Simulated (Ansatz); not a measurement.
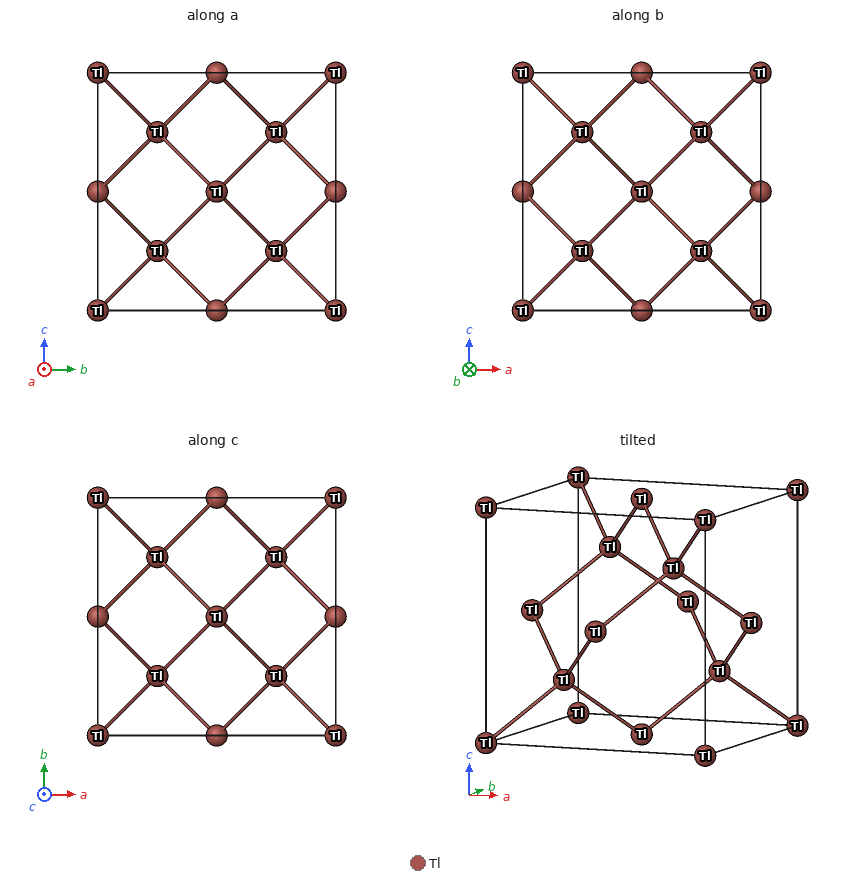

The figure gives a ball-and-stick picture of the atoms, viewed along the a axis, along the b axis, along the c axis and slightly off an axis. The conventional unit cell is drawn as a box.

Lattice parameters: a = 7.132 Å, b = 7.132 Å, c = 7.132 Å, α = 90.00°, β = 90.00°, γ = 90.00°. Put a along x and b in the xy plane.

Express the structure as a POSCAR file.

Answer.
```
Tl
1.0
     7.132    0.000    0.000
     0.000    7.132    0.000
     0.000    0.000    7.132
Tl
8
Direct
  0.7500 0.7500 0.2500
  0.0000 0.5000 0.5000
  0.7500 0.2500 0.7500
  0.0000 0.0000 0.0000
  0.2500 0.7500 0.7500
  0.5000 0.5000 0.0000
  0.2500 0.2500 0.2500
  0.5000 0.0000 0.5000
```

The cell started as a structure type filled with this element by a generator (whether the element takes this form wasn't checked). Earlier steps of the study may have refined or changed the cell and positions. A calculation with Ansatz used it as input.
